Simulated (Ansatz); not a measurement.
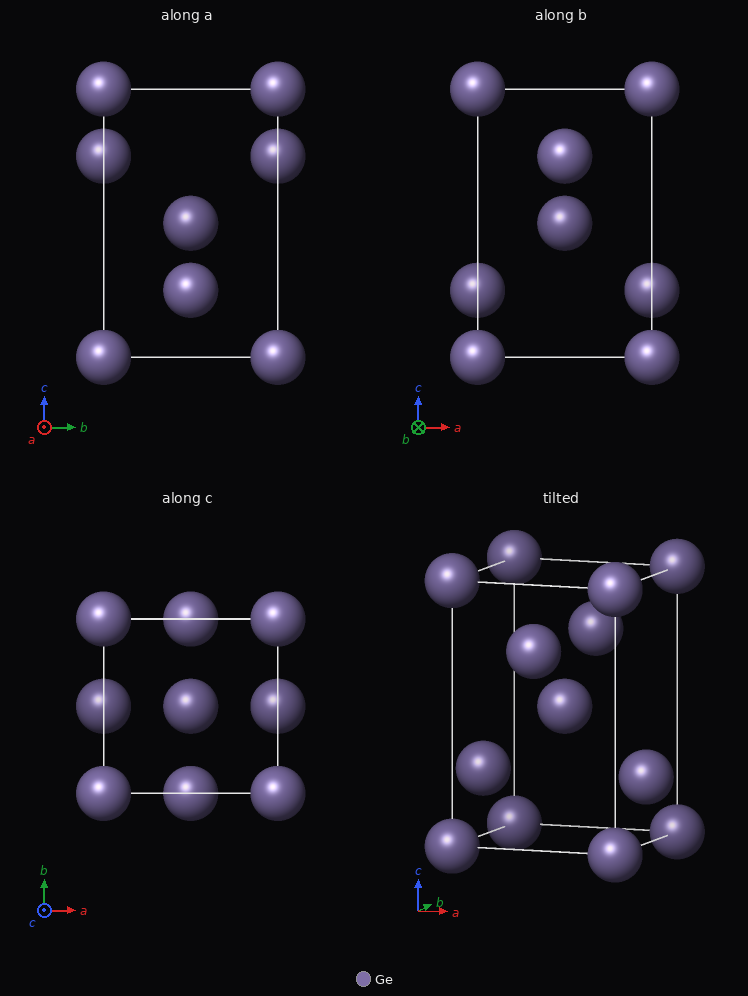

The figure gives a spheres-only picture of the atoms, viewed along the a axis, along the b axis, along the c axis and slightly off an axis. One conventional unit cell is framed, with atoms on its boundary repeated.

Lattice parameters: a = 3.814 Å, b = 3.814 Å, c = 5.866 Å, α = 90.00°, β = 90.00°, γ = 90.00°.

Q: Reconstruct the structure as a table of Wyckoff sites.

A: Space group I4_1/amd:1 (No. 141).
| atom | site | x | y | z |
| --- | --- | --- | --- | --- |
| Ge | 4a | 0.0000 | 0.0000 | 0.0000 |

The structure comes from a structure type filled with this element by a generator (whether the element takes this form wasn't checked). The cell was then strained or its atoms displaced on purpose. A calculation with Ansatz used it as input.

At this level of theory the cell isn't at rest (compressed, at 9 GPa), so its distances can differ from those at equilibrium, the more so the softer the solid.
